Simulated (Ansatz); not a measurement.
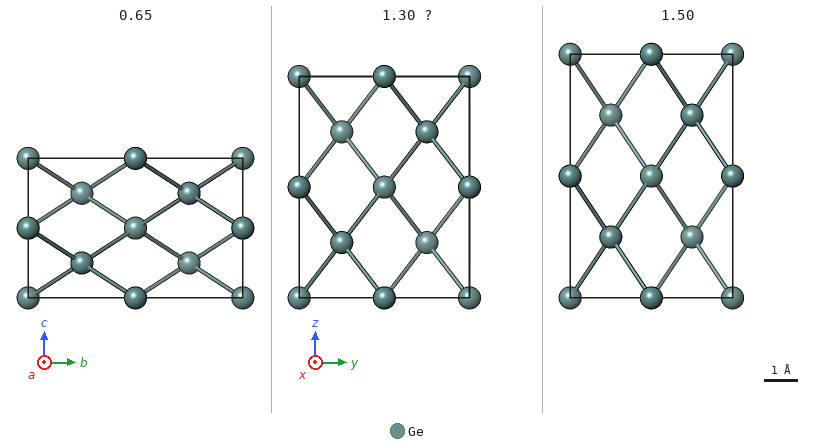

Solid Ge (Fd-3m): the ratio of the cell's length along z to its lengths across, counted as 1 for the reference, is changed at fixed volume (a tetragonal or Bain path), with the atoms kept at their fractional coordinates. x, y and z are the Cartesian axes of the input. A ball-and-stick model of the conventional cell (4 times the calculation's cell), seen along the a axis. Lengths and directions refer to the drawn axes.

The calculation used DFT PBEsol, scalar-relativistic, plane waves, PAW (Ansatz 0.2.0). Settings: plane-wave cutoff 420 eV; k-point mesh 16 × 16 × 16; occupations gaussian; smearing width 0.15 eV; no spin polarisation. Energies (free energies at the smearing named) are counted from the cell as listed in its source, which wasn't relaxed.

```json
{"axial ratio over its reference value": "0.650", "ΔE (meV/atom)": "256"}
{"axial ratio over its reference value": "0.707", "ΔE (meV/atom)": "200"}
{"axial ratio over its reference value": "0.780", "ΔE (meV/atom)": "128"}
{"axial ratio over its reference value": "0.850", "ΔE (meV/atom)": "67"}
{"axial ratio over its reference value": "0.920", "ΔE (meV/atom)": "21"}
{"axial ratio over its reference value": "0.960", "ΔE (meV/atom)": "5"}
{"axial ratio over its reference value": "1.000", "ΔE (meV/atom)": "0"}
{"axial ratio over its reference value": "1.050", "ΔE (meV/atom)": "8"}
{"axial ratio over its reference value": "1.100", "ΔE (meV/atom)": "33"}
{"axial ratio over its reference value": "1.200", "ΔE (meV/atom)": "127"}
{"axial ratio over its reference value": "1.300", "ΔE (meV/atom)": "?"}
{"axial ratio over its reference value": "1.414", "ΔE (meV/atom)": "381"}
{"axial ratio over its reference value": "1.500", "ΔE (meV/atom)": "444"}
```

> Estimate the missing energy from the other rows, and compare with the calculation.

A straight line between the two neighbours gives 246 meV/atom. A cubic through the four nearest rows (1.100, 1.200, 1.414, 1.500) gives, with Lagrange weights, (−0.1815)(33) + (0.7103)(127) + (0.6922)(381) + (−0.2209)(444) = 250 meV/atom. The calculation gives 253 meV/atom, so the cubic is 3 meV/atom too low and the straight line 7 meV/atom too low, as the curve bends downwards here.

The whole profile:

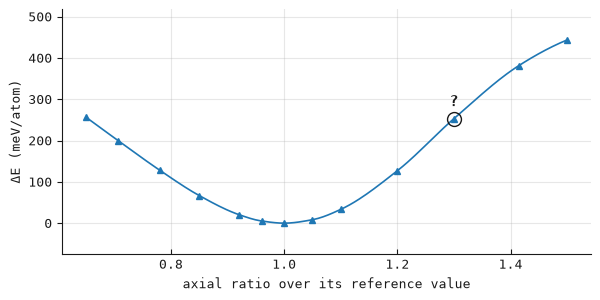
